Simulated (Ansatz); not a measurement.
Geometry relaxation, with input and output: CuO (part 1 of 2)

CuO (P1, 8 atoms in the cell), computed with DFT PBEsol, scalar-relativistic, plane waves, PAW (Ansatz 0.2.0).

The structure derives from a Materials Project entry. The run did not end well. It belongs to a series of runs on one base structure; here: a zone-boundary wave of random shape, sigma 0.25 A; relaxed back.

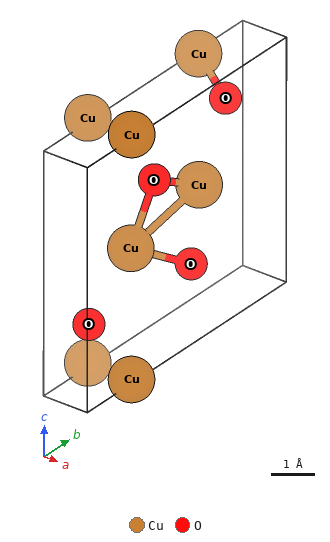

**Figure 1.** The structure as given in the input (ball-and-stick view of the cell of the calculation, seen slightly off an axis). An atom can appear more than once, as a periodic image.

## The input
```yaml
crystal:
  lattice:
    - [2.0425330805, -2.0503581781, 0.0]
    - [-4.0850661609, -4.1007163563, 0.0]
    - [-2.0425330805, -2.0503581781, -5.0922648297]
  atoms:
    - { symbol: Cu, position: [0.0553264421, 0.7656342662, -0.0066699449] }
    - { symbol: Cu, position: [-0.0553264421, 0.2343657338, 0.0066699449] }
    - { symbol: Cu, position: [0.4953761607, 0.3293548902, 0.460943987] }
    - { symbol: Cu, position: [0.5046238393, 0.6706451098, 0.539056013] }
    - { symbol: O, position: [0.5991669671, 0.4245157697, 0.6969743872] }
    - { symbol: O, position: [0.4008330329, 0.8254842303, 0.8030256128] }
    - { symbol: O, position: [0.5442495518, 0.6223005654, 0.2448348979] }
    - { symbol: O, position: [0.4557504482, 0.1276994346, 0.2551651021] }
basis:
  ecutwfc: 420
kpoints:
  mp_grid: { grid: [12, 8, 8] }
hamiltonian:
  xc: pbesol
scf:
  occupations: { method: gaussian, width: 0.15 }
output:
  forces: true
  stress: true
  eigenvalues: true
relax:
  adjacent_minimum: "off"
  f_tol: 0.01
  max_steps: 80
  cell: { stress_tol: 0.1 }
```

Launch command:
```bash
ansatz run input.yaml --threads 2 --pin off --max-ram 5120MiB --backend cpu --events-out ev --progress --plain --runs-dir out
```

## Log
```
Engine: ansatz 0.2.0, x86_64-unknown-linux-gnu
Pseudopotentials: kind: paw
Pseudopotential: Cu, paw, valence charge 19, recommended cutoff 420 eV (normal), Cu.paw.azcp
Pseudopotential: O, paw, valence charge 6, recommended cutoff 420 eV (normal), O.paw.azcp
Functional definition: PBEsol
  exchange = pbesol_x
  correlation = pbesol_c
Crystal: 8 atoms, lattice volume = 85.304 Å³
Basis set: ecut = 420 eV, 1677 PW (Γ), exchange–correlation on 40×80×80 points (8 copies of the dense FFT grid, shifted against one another)
Bands: 60, of which v1, the nominal top of the filled ones, is band 50 counted from 1 (49 counted from 0)
Symmetry: 1 space group operations
Space group: P1 (ITA 1), of the structure as read, at distance tolerance 4.4e-5 Å
k-points: 388 of 768 (time reversal used)
Non-local potential: Cu, projectors of the file, l = 0: 3, l = 1: 2, l = 2: 3, l = 3: 1
Non-local potential: O, projectors of the file, l = 0: 2, l = 1: 2, l = 2: 1
PAW form: soft (Blöchl's): semilocal exchange-correlation on the pseudo side does not see the compensation charge
PAW frozen core: Cu, regenerated for the run's functional, and the local potential with it (the file was generated under x = pbe(κ = 0.804, μ = 0.2195149727645171), c = pbe(β = 0.06672455060314922))
PAW frozen core: O, regenerated for the run's functional, and the local potential with it (the file was generated under x = pbe(κ = 0.804, μ = 0.2195149727645171), c = pbe(β = 0.06672455060314922))
PAW one-centre angular grid: Cu, 590 points (default); XC on 64 Gauss nodes
PAW one-centre angular grid: O, 110 points (default); XC on 64 Gauss nodes
Initial density: superposition of atomic densities (neutral atoms: chi_scale 0, normalization atom), corrected by the library's trained network
Initial wavefunctions: pseudopotential atomic-orbital guess
Functional: x = pbesol(κ = 0.804, μ = 0.12345679012345678), c = pbesol(β = 0.046)
SCF iter   1: F=—  HF=-28579.472990 eV  |F-HF|=—  |Δ(HF+E_count)|=         —  Δρ=3.13e-2  dr2=8.17e-1  ethr=1.77e-3  ⟨swp⟩=5.2  Hψ=86520  notcnv=0  defer=160
preconditioner: auto → LDOS  [metal: Δε(μ)=0.001 eV  Ē_g=11.656 eV  σ=0.150 eV  W_gap=0.00  n_scr=32 (ndim 8)  ℏωp=33.2 eV  f_vac=0.057  D(μ)=5.98/eV (n_scr^D=68)  β→1.0]
SCF iter   2: F=—  HF=-28579.494069 eV  |F-HF|=—  |Δ(HF+E_count)|=   2.11e-2  Δρ=3.07e-2  dr2=4.79e-1  ethr=8.17e-4  ⟨swp⟩=2.0  Hψ=41628  notcnv=0  defer=1354
SCF iter   3: F=—  HF=-28579.360042 eV  |F-HF|=—  |Δ(HF+E_count)|=   1.34e-1  Δρ=8.84e-3  dr2=8.41e-2  ethr=4.79e-4  ⟨swp⟩=2.0  Hψ=36034  notcnv=0  defer=1354
SCF iter   4: F=—  HF=-28579.355135 eV  |F-HF|=—  |Δ(HF+E_count)|=   4.91e-3  Δρ=4.29e-3  dr2=1.89e-2  ethr=8.41e-5  ⟨swp⟩=1.0  Hψ=23135  notcnv=0  defer=1351
SCF iter   5: F=—  HF=-28579.354059 eV  |F-HF|=—  |Δ(HF+E_count)|=   1.08e-3  Δρ=2.32e-3  dr2=4.04e-3  ethr=1.89e-5  ⟨swp⟩=1.0  Hψ=22014  notcnv=0  defer=1351
SCF iter   6: F=—  HF=-28579.353819 eV  |F-HF|=—  |Δ(HF+E_count)|=   2.40e-4  Δρ=5.00e-4  dr2=1.93e-4  ethr=4.04e-6  ⟨swp⟩=1.0  Hψ=23487  notcnv=0  defer=1350
SCF iter   7: F=—  HF=-28579.353838 eV  |F-HF|=—  |Δ(HF+E_count)|=   1.89e-5  Δρ=4.56e-4  dr2=1.48e-4  ethr=1.93e-7  ⟨swp⟩=2.7  Hψ=34257  notcnv=0  defer=1350
SCF iter   8: F=—  HF=-28579.353825 eV  |F-HF|=—  |Δ(HF+E_count)|=   1.28e-5  Δρ=1.33e-4  dr2=1.57e-5  ethr=1.48e-7  ⟨swp⟩=1.0  Hψ=21922  notcnv=0  defer=1350
SCF iter   9: F=—  HF=-28579.353756 eV  |F-HF|=—  |Δ(HF+E_count)|=   6.89e-5  Δρ=1.43e-4  dr2=1.35e-5  ethr=1.57e-8  ⟨swp⟩=2.2  Hψ=33899  notcnv=0  defer=1350
SCF iter  10: F=—  HF=-28579.353755 eV  |F-HF|=—  |Δ(HF+E_count)|=   1.25e-6  Δρ=4.54e-5  dr2=1.50e-6  ethr=1.35e-8  ⟨swp⟩=1.0  Hψ=21965  notcnv=0  defer=1350
SCF iter  11: F=—  HF=-28579.353755 eV  |F-HF|=—  |Δ(HF+E_count)|=   8.13e-8  Δρ=2.57e-5  dr2=4.93e-7  ethr=1.50e-9  ⟨swp⟩=1.0  Hψ=21986  notcnv=0  defer=1350
SCF iter  12: F=-28579.353754 eV  HF=-28579.353754 eV  |F-HF|=8.38e-8  |Δ(HF+E_count)|=   3.56e-8  Δρ=1.13e-5  dr2=8.03e-8  ethr=1.00e-10  ⟨swp⟩=8.1  Hψ=98372  notcnv=0
SCF 1 converged in 12 iterations: F = -28579.353754 eV  dr2 = 8.03e-8
  greatest PAW one-centre occupation: 1.000 electrons in one spin orbital (limit 2), on the Cu atom at site 3 (counted from 0), in its partial waves of l = 1
relax step   1: F+E_penalty+E_count = -28579.35375442 eV  Δ(F+E_penalty+E_count) = +0.000e0 eV  max|allowed force component| = 3.039e1 eV/Å  Δτ_max = 0.0000 Å  P = +66.812 GPa  Ω = 85.304 Å³  (12 SCF iters, dr2 threshold 1.00e-7 eV, accepted)
Crystal: 8 atoms, lattice volume = 85.211 Å³
Basis set: ecut = 420 eV, 1657 PW (Γ), exchange–correlation on 40×80×80 points (8 copies of the dense FFT grid, shifted against one another)
Initial density: handed on by an earlier stage of this run
Initial wavefunctions: those handed on with the density
iter 1 solved again at ethr=1.38e-3 eV; its pass at ethr=3.10e-3 eV (dr2=1.38e0 eV) is discarded
SCF iter   1: F=—  HF=-28588.053421 eV  |F-HF|=—  |Δ(HF+E_count)|=         —  Δρ=4.56e-2  dr2=1.38e0  ethr=1.38e-3  ⟨swp⟩=1.6  Hψ=100620  notcnv=0
preconditioner: auto → LDOS  [metal: Δε(μ)=0.001 eV  Ē_g=11.498 eV  σ=0.150 eV  W_gap=0.00  n_scr=32 (ndim 8)  ℏωp=33.2 eV  f_vac=0.033  D(μ)=5.51/eV (n_scr^D=68)  β→1.0]
SCF iter   2: F=—  HF=-28587.993398 eV  |F-HF|=—  |Δ(HF+E_count)|=   6.00e-2  Δρ=2.00e-2  dr2=2.30e-1  ethr=1.38e-3  ⟨swp⟩=2.0  Hψ=40362  notcnv=0
SCF iter   3: F=—  HF=-28588.017879 eV  |F-HF|=—  |Δ(HF+E_count)|=   2.45e-2  Δρ=2.38e-2  dr2=3.20e-1  ethr=2.30e-4  ⟨swp⟩=2.0  Hψ=48287  notcnv=0  defer=1377
SCF iter   4: F=—  HF=-28587.951250 eV  |F-HF|=—  |Δ(HF+E_count)|=   6.66e-2  Δρ=6.36e-3  dr2=3.16e-2  ethr=2.30e-4  ⟨swp⟩=2.0  Hψ=39523  notcnv=0  defer=1377
SCF iter   5: F=—  HF=-28587.949078 eV  |F-HF|=—  |Δ(HF+E_count)|=   2.17e-3  Δρ=2.85e-3  dr2=6.63e-3  ethr=3.16e-5  ⟨swp⟩=1.8  Hψ=29569  notcnv=0  defer=1377
SCF iter   6: F=—  HF=-28587.948427 eV  |F-HF|=—  |Δ(HF+E_count)|=   6.50e-4  Δρ=1.51e-3  dr2=1.52e-3  ethr=6.63e-6  ⟨swp⟩=2.2  Hψ=27255  notcnv=0  defer=1377
SCF iter   7: F=—  HF=-28587.948358 eV  |F-HF|=—  |Δ(HF+E_count)|=   6.94e-5  Δρ=1.09e-3  dr2=7.92e-4  ethr=1.52e-6  ⟨swp⟩=2.0  Hψ=29096  notcnv=0  defer=1377
SCF iter   8: F=—  HF=-28587.948267 eV  |F-HF|=—  |Δ(HF+E_count)|=   9.15e-5  Δρ=6.10e-4  dr2=2.58e-4  ethr=7.92e-7  ⟨swp⟩=1.0  Hψ=22050  notcnv=0  defer=1370
SCF iter   9: F=—  HF=-28587.948251 eV  |F-HF|=—  |Δ(HF+E_count)|=   1.52e-5  Δρ=2.56e-4  dr2=4.67e-5  ethr=2.58e-7  ⟨swp⟩=1.0  Hψ=21915  notcnv=0  defer=1368
SCF iter  10: F=—  HF=-28587.948248 eV  |F-HF|=—  |Δ(HF+E_count)|=   3.62e-6  Δρ=7.36e-5  dr2=3.74e-6  ethr=4.67e-8  ⟨swp⟩=1.0  Hψ=21952  notcnv=0  defer=1365
SCF iter  11: F=—  HF=-28587.948248 eV  |F-HF|=—  |Δ(HF+E_count)|=   2.92e-8  Δρ=3.02e-5  dr2=8.63e-7  ethr=3.74e-9  ⟨swp⟩=2.3  Hψ=28556  notcnv=0  defer=1364
SCF iter  12: F=-28587.948248 eV  HF=-28587.948248 eV  |F-HF|=1.29e-7  |Δ(HF+E_count)|=   3.86e-8  Δρ=1.19e-5  dr2=1.28e-7  ethr=8.00e-10  ⟨swp⟩=8.4  Hψ=82651  notcnv=0
SCF 2 converged in 12 iterations: F = -28587.948248 eV  dr2 = 1.28e-7
  greatest PAW one-centre occupation: 1.000 electrons in one spin orbital (limit 2), on the Cu atom at site 1 (counted from 0), in its partial waves of l = 0
relax step   2: F+E_penalty+E_count = -28587.94824752 eV  Δ(F+E_penalty+E_count) = -8.594e0 eV  max|allowed force component| = 1.165e1 eV/Å  Δτ_max = 0.1568 Å  P = +27.747 GPa  Ω = 85.211 Å³  energy of the carried Pulay correction = +4.486e-4 eV  (12 SCF iters, dr2 threshold 8.00e-7 eV, accepted)
Crystal: 8 atoms, lattice volume = 84.421 Å³
Basis set: ecut = 420 eV, 1633 PW (Γ), exchange–correlation on 40×80×80 points (8 copies of the dense FFT grid, shifted against one another)
iter 1 solved again at ethr=1.24e-3 eV; its pass at ethr=3.10e-3 eV (dr2=1.24e0 eV) is discarded
SCF iter   1: F=—  HF=-28591.485068 eV  |F-HF|=—  |Δ(HF+E_count)|=         —  Δρ=4.62e-2  dr2=1.24e0  ethr=1.24e-3  ⟨swp⟩=1.4  Hψ=101560  notcnv=0
preconditioner: auto → LDOS  [metal: Δε(μ)=0.001 eV  Ē_g=11.403 eV  σ=0.150 eV  W_gap=0.00  n_scr=32 (ndim 8)  ℏωp=33.3 eV  f_vac=0.026  D(μ)=4.24/eV (n_scr^D=36)  β→1.0]
SCF iter   2: F=—  HF=-28591.394890 eV  |F-HF|=—  |Δ(HF+E_count)|=   9.02e-2  Δρ=1.61e-2  dr2=1.12e-1  ethr=1.24e-3  ⟨swp⟩=2.4  Hψ=39191  notcnv=0
SCF iter   3: F=—  HF=-28591.393989 eV  |F-HF|=—  |Δ(HF+E_count)|=   9.00e-4  Δρ=1.67e-2  dr2=1.57e-1  ethr=1.12e-4  ⟨swp⟩=2.0  Hψ=48530  notcnv=0  defer=1338
SCF iter   4: F=—  HF=-28591.367704 eV  |F-HF|=—  |Δ(HF+E_count)|=   2.63e-2  Δρ=3.53e-3  dr2=8.87e-3  ethr=1.12e-4  ⟨swp⟩=2.0  Hψ=37338  notcnv=0  defer=1338
SCF iter   5: F=—  HF=-28591.366868 eV  |F-HF|=—  |Δ(HF+E_count)|=   8.36e-4  Δρ=1.32e-3  dr2=9.31e-4  ethr=8.87e-6  ⟨swp⟩=2.0  Hψ=31454  notcnv=0  defer=1338
SCF iter   6: F=—  HF=-28591.366705 eV  |F-HF|=—  |Δ(HF+E_count)|=   1.64e-4  Δρ=9.01e-4  dr2=4.81e-4  ethr=9.31e-7  ⟨swp⟩=2.0  Hψ=39415  notcnv=0  defer=1338
SCF iter   7: F=—  HF=-28591.366696 eV  |F-HF|=—  |Δ(HF+E_count)|=   9.08e-6  Δρ=3.24e-4  dr2=6.87e-5  ethr=4.81e-7  ⟨swp⟩=2.5  Hψ=33940  notcnv=0  defer=1338
SCF iter   8: F=—  HF=-28591.366687 eV  |F-HF|=—  |Δ(HF+E_count)|=   8.64e-6  Δρ=1.47e-4  dr2=1.53e-5  ethr=6.87e-8  ⟨swp⟩=1.0  Hψ=21922  notcnv=0  defer=1338
SCF iter   9: F=—  HF=-28591.366685 eV  |F-HF|=—  |Δ(HF+E_count)|=   2.01e-6  Δρ=7.07e-5  dr2=3.65e-6  ethr=1.53e-8  ⟨swp⟩=2.6  Hψ=34696  notcnv=0  defer=1338
SCF iter  10: F=-28591.366685 eV  HF=-28591.366685 eV  |F-HF|=3.17e-7  |Δ(HF+E_count)|=   3.00e-7  Δρ=2.27e-5  dr2=3.30e-7  ethr=8.00e-10  ⟨swp⟩=8.0  Hψ=104443  notcnv=0
SCF 3 converged in 10 iterations: F = -28591.366685 eV  dr2 = 3.30e-7
relax step   3: F+E_penalty+E_count = -28591.36668451 eV  Δ(F+E_penalty+E_count) = -3.418e0 eV  max|allowed force component| = 4.668e0 eV/Å  Δτ_max = 0.1952 Å  P = +10.589 GPa  Ω = 84.421 Å³  energy of the carried Pulay correction = +4.275e-3 eV  (10 SCF iters, dr2 threshold 8.00e-7 eV, accepted)
Crystal: 8 atoms, lattice volume = 83.542 Å³
Basis set: ecut = 420 eV, 1635 PW (Γ), exchange–correlation on 40×80×80 points (8 copies of the dense FFT grid, shifted against one another)
iter 1 solved again at ethr=2.00e-3 eV; its pass at ethr=3.10e-3 eV (dr2=2.00e0 eV) is discarded
SCF iter   1: F=—  HF=-28592.736442 eV  |F-HF|=—  |Δ(HF+E_count)|=         —  Δρ=5.51e-2  dr2=1.99e0  ethr=2.00e-3  ⟨swp⟩=1.3  Hψ=101843  notcnv=0
preconditioner: auto → LDOS  [metal: Δε(μ)=0.002 eV  Ē_g=11.418 eV  σ=0.150 eV  W_gap=0.01  n_scr=32 (ndim 8)  ℏωp=33.5 eV  f_vac=0.022  D(μ)=4.22/eV (n_scr^D=34)  β→1.0]
SCF iter   2: F=—  HF=-28592.622872 eV  |F-HF|=—  |Δ(HF+E_count)|=   1.14e-1  Δρ=1.72e-2  dr2=1.21e-1  ethr=1.99e-3  ⟨swp⟩=2.0  Hψ=26823  notcnv=0
SCF iter   3: F=—  HF=-28592.628944 eV  |F-HF|=—  |Δ(HF+E_count)|=   6.07e-3  Δρ=1.80e-2  dr2=2.05e-1  ethr=1.21e-4  ⟨swp⟩=2.0  Hψ=47639  notcnv=0  defer=1122
SCF iter   4: F=—  HF=-28592.606689 eV  |F-HF|=—  |Δ(HF+E_count)|=   2.23e-2  Δρ=2.18e-3  dr2=2.57e-3  ethr=1.21e-4  ⟨swp⟩=2.0  Hψ=31698  notcnv=0  defer=1123
SCF iter   5: F=—  HF=-28592.606711 eV  |F-HF|=—  |Δ(HF+E_count)|=   2.24e-5  Δρ=1.87e-3  dr2=2.85e-3  ethr=2.57e-6  ⟨swp⟩=2.0  Hψ=38942  notcnv=0  defer=1123
SCF iter   6: F=—  HF=-28592.606605 eV  |F-HF|=—  |Δ(HF+E_count)|=   1.06e-4  Δρ=8.41e-4  dr2=3.73e-4  ethr=2.57e-6  ⟨swp⟩=2.2  Hψ=27795  notcnv=0  defer=1123
SCF iter   7: F=—  HF=-28592.606541 eV  |F-HF|=—  |Δ(HF+E_count)|=   6.35e-5  Δρ=3.48e-4  dr2=8.69e-5  ethr=3.73e-7  ⟨swp⟩=2.0  Hψ=29538  notcnv=0  defer=1123
SCF iter   8: F=—  HF=-28592.606536 eV  |F-HF|=—  |Δ(HF+E_count)|=   5.08e-6  Δρ=2.55e-4  dr2=4.52e-5  ethr=8.69e-8  ⟨swp⟩=2.3  Hψ=35747  notcnv=0  defer=1123
SCF iter   9: F=—  HF=-28592.606534 eV  |F-HF|=—  |Δ(HF+E_count)|=   2.30e-6  Δρ=1.41e-4  dr2=1.48e-5  ethr=4.52e-8  ⟨swp⟩=1.0  Hψ=21886  notcnv=0  defer=1123
SCF iter  10: F=—  HF=-28592.606533 eV  |F-HF|=—  |Δ(HF+E_count)|=   9.19e-7  Δρ=3.47e-5  dr2=8.10e-7  ethr=1.48e-8  ⟨swp⟩=1.0  Hψ=21886  notcnv=0  defer=1123
SCF iter  11: F=-28592.606533 eV  HF=-28592.606533 eV  |F-HF|=2.68e-7  |Δ(HF+E_count)|=   7.71e-8  Δρ=1.95e-5  dr2=2.71e-7  ethr=8.00e-10  ⟨swp⟩=9.1  Hψ=98107  notcnv=0
SCF 4 converged in 11 iterations: F = -28592.606533 eV  dr2 = 2.71e-7
relax step   4: F+E_penalty+E_count = -28592.60653268 eV  Δ(F+E_penalty+E_count) = -1.240e0 eV  max|allowed force component| = 1.984e0 eV/Å  Δτ_max = 0.2000 Å  P = +4.846 GPa  Ω = 83.542 Å³  energy of the carried Pulay correction = +8.578e-3 eV  (11 SCF iters, dr2 threshold 8.00e-7 eV, accepted)
Crystal: 8 atoms, lattice volume = 85.127 Å³
Basis set: ecut = 420 eV, 1669 PW (Γ), exchange–correlation on 40×80×80 points (8 copies of the dense FFT grid, shifted against one another)
iter 1 solved again at ethr=1.80e-3 eV; its pass at ethr=3.10e-3 eV (dr2=1.80e0 eV) is discarded
SCF iter   1: F=—  HF=-28593.246160 eV  |F-HF|=—  |Δ(HF+E_count)|=         —  Δρ=5.45e-2  dr2=1.79e0  ethr=1.80e-3  ⟨swp⟩=1.8  Hψ=99206  notcnv=0
preconditioner: auto → LDOS  [metal: Δε(μ)=0.001 eV  Ē_g=11.328 eV  σ=0.150 eV  W_gap=0.00  n_scr=32 (ndim 8)  ℏωp=33.2 eV  f_vac=0.030  D(μ)=4.25/eV (n_scr^D=32)  β→1.0]
SCF iter   2: F=—  HF=-28593.138864 eV  |F-HF|=—  |Δ(HF+E_count)|=   1.07e-1  Δρ=1.53e-2  dr2=1.02e-1  ethr=1.79e-3  ⟨swp⟩=2.1  Hψ=27035  notcnv=0  defer=3
SCF iter   3: F=—  HF=-28593.148825 eV  |F-HF|=—  |Δ(HF+E_count)|=   9.96e-3  Δρ=1.79e-2  dr2=2.14e-1  ethr=1.02e-4  ⟨swp⟩=2.0  Hψ=47068  notcnv=0  defer=609
SCF iter   4: F=—  HF=-28593.131734 eV  |F-HF|=—  |Δ(HF+E_count)|=   1.71e-2  Δρ=2.87e-3  dr2=4.25e-3  ethr=1.02e-4  ⟨swp⟩=2.0  Hψ=33454  notcnv=0  defer=609
SCF iter   5: F=—  HF=-28593.131180 eV  |F-HF|=—  |Δ(HF+E_count)|=   5.54e-4  Δρ=1.29e-3  dr2=1.35e-3  ethr=4.25e-6  ⟨swp⟩=2.0  Hψ=38026  notcnv=0  defer=609
SCF iter   6: F=—  HF=-28593.131113 eV  |F-HF|=—  |Δ(HF+E_count)|=   6.66e-5  Δρ=7.76e-4  dr2=3.03e-4  ethr=1.35e-6  ⟨swp⟩=2.0  Hψ=32172  notcnv=0  defer=609
SCF iter   7: F=—  HF=-28593.131122 eV  |F-HF|=—  |Δ(HF+E_count)|=   8.36e-6  Δρ=3.78e-4  dr2=8.22e-5  ethr=3.03e-7  ⟨swp⟩=2.2  Hψ=29473  notcnv=0  defer=609
SCF iter   8: F=—  HF=-28593.131112 eV  |F-HF|=—  |Δ(HF+E_count)|=   9.59e-6  Δρ=1.87e-4  dr2=2.02e-5  ethr=8.22e-8  ⟨swp⟩=1.4  Hψ=22483  notcnv=0  defer=609
SCF iter   9: F=—  HF=-28593.131109 eV  |F-HF|=—  |Δ(HF+E_count)|=   3.07e-6  Δρ=8.01e-5  dr2=4.90e-6  ethr=2.02e-8  ⟨swp⟩=2.0  Hψ=27648  notcnv=0  defer=609
SCF iter  10: F=-28593.131108 eV  HF=-28593.131109 eV  |F-HF|=4.12e-7  |Δ(HF+E_count)|=   1.95e-7  Δρ=3.16e-5  dr2=5.28e-7  ethr=8.00e-10  ⟨swp⟩=7.5  Hψ=91086  notcnv=0
SCF 5 converged in 10 iterations: F = -28593.131108 eV  dr2 = 5.28e-7
relax step   5: F+E_penalty+E_count = -28593.13110849 eV  Δ(F+E_penalty+E_count) = -5.246e-1 eV  max|allowed force component| = 1.133e-1 eV/Å  Δτ_max = 0.1739 Å  P = +0.323 GPa  Ω = 85.127 Å³  energy of the carried Pulay correction = +8.542e-4 eV  (10 SCF iters, dr2 threshold 8.00e-7 eV, accepted)
Crystal: 8 atoms, lattice volume = 85.444 Å³
iter 1 solved again at ethr=1.09e-5 eV; its pass at ethr=3.10e-3 eV (dr2=1.09e-2 eV) is discarded
SCF iter   1: F=—  HF=-28593.135590 eV  |F-HF|=—  |Δ(HF+E_count)|=         —  Δρ=7.58e-3  dr2=1.06e-2  ethr=1.09e-5  ⟨swp⟩=2.0  Hψ=96439  notcnv=0
preconditioner: auto → LDOS  [metal: Δε(μ)=0.002 eV  Ē_g=11.291 eV  σ=0.150 eV  W_gap=0.01  n_scr=32 (ndim 8)  ℏωp=33.1 eV  f_vac=0.031  D(μ)=4.48/eV (n_scr^D=44)  β→1.0]
SCF iter   2: F=—  HF=-28593.135935 eV  |F-HF|=—  |Δ(HF+E_count)|=   3.44e-4  Δρ=1.39e-3  dr2=7.27e-4  ethr=1.06e-5  ⟨swp⟩=2.0  Hψ=35969  notcnv=0
SCF iter   3: F=—  HF=-28593.135652 eV  |F-HF|=—  |Δ(HF+E_count)|=   2.83e-4  Δρ=6.12e-4  dr2=2.55e-4  ethr=7.27e-7  ⟨swp⟩=2.0  Hψ=36570  notcnv=0
SCF iter   4: F=—  HF=-28593.135617 eV  |F-HF|=—  |Δ(HF+E_count)|=   3.42e-5  Δρ=2.31e-4  dr2=2.57e-5  ethr=2.55e-7  ⟨swp⟩=2.2  Hψ=33866  notcnv=0
SCF iter   5: F=—  HF=-28593.135612 eV  |F-HF|=—  |Δ(HF+E_count)|=   5.32e-6  Δρ=1.01e-4  dr2=6.62e-6  ethr=2.57e-8  ⟨swp⟩=2.0  Hψ=34631  notcnv=0
SCF iter   6: F=—  HF=-28593.135612 eV  |F-HF|=—  |Δ(HF+E_count)|=   2.14e-7  Δρ=6.86e-5  dr2=3.17e-6  ethr=6.62e-9  ⟨swp⟩=2.4  Hψ=35868  notcnv=0
SCF iter   7: F=-28593.135611 eV  HF=-28593.135611 eV  |F-HF|=3.54e-7  |Δ(HF+E_count)|=   4.72e-7  Δρ=2.43e-5  dr2=3.62e-7  ethr=8.00e-10  ⟨swp⟩=2.5  Hψ=80532  notcnv=0
SCF 6 converged in 7 iterations: F = -28593.135611 eV  dr2 = 3.62e-7
  greatest PAW one-centre occupation: 1.000 electrons in one spin orbital (limit 2), on the Cu atom at site 2 (counted from 0), in its partial waves of l = 0
relax step   6: F+E_penalty+E_count = -28593.13561097 eV  Δ(F+E_penalty+E_count) = -4.502e-3 eV  max|allowed force component| = 4.698e-3 eV/Å  Δτ_max = 0.0467 Å  P = -0.201 GPa  Ω = 85.444 Å³  energy of the carried Pulay correction = -6.757e-4 eV  (7 SCF iters, dr2 threshold 8.00e-7 eV, accepted)
Crystal: 8 atoms, lattice volume = 85.338 Å³
iter 1 solved again at ethr=2.34e-7 eV; its pass at ethr=3.10e-3 eV (dr2=2.34e-4 eV) is discarded
```
